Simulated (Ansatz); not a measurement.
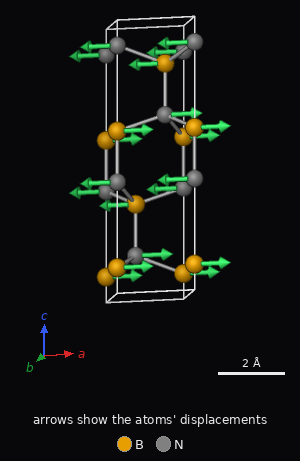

One vibrational mode of crystalline BN (a generated structure) at the zone centre. The green arrows give the relative displacements of the atoms. The picture is a ball-and-stick view of the cell of the calculation, seen from a free direction.

Level of theory: DFT PBE, scalar-relativistic, plane waves, PAW in Ansatz 0.2.0.

Input file:
```yaml
crystal:
  lattice:
    - [2.5585553649, 0.0, 0.0]
    - [-1.2792776824, 2.215773943, 0.0]
    - [0.0, 0.0, 8.4091843599]
  atoms:
    - { symbol: B, position: [0.0, 0.0, 0.0933732173] }
    - { symbol: B, position: [0.0, 0.0, 0.5933732173] }
    - { symbol: B, position: [0.3333333333, 0.6666666667, 0.3440583362] }
    - { symbol: B, position: [0.6666666667, 0.3333333333, 0.8440583362] }
    - { symbol: "N", position: [0.0, 0.0, 0.4067451358] }
    - { symbol: "N", position: [0.0, 0.0, 0.9067451358] }
    - { symbol: "N", position: [0.3333333333, 0.6666666667, 0.1558233107] }
    - { symbol: "N", position: [0.6666666667, 0.3333333333, 0.6558233107] }
basis:
  ecutwfc: 420
kpoints:
  mp_grid: { grid: [12, 12, 4] }
hamiltonian:
  xc: pbe
scf:
  occupations: { method: fixed }
output:
  eigenvalues: true
phonons:
  method: dfpt
  dielectric: true
  rigid_motions: translations
  eigenvectors: true
```

Run as
```bash
ansatz run input.yaml --threads 1 --pin off --max-ram 2560MiB --backend cpu --events-out ev --progress --plain --runs-dir out
```

Frequencies are those without the non-analytic (LO–TO) term.

Give the symmetry, activity and frequency of this mode.

Answer. This is the E₁ mode (doubly degenerate; one member of the set is drawn) at 477 cm⁻¹, optical level 3 of 14, counted from below, infrared- and Raman-active by symmetry. The N (2b) and B (2a) sublattices move against the N (2a) and B (2b) sublattices, along a; it mainly bends the B–N bonds; the kinetic energy is shared as N 59 %, B 41 %. Its infrared intensity is 0.0021 (D/Å)²/amu for the set.
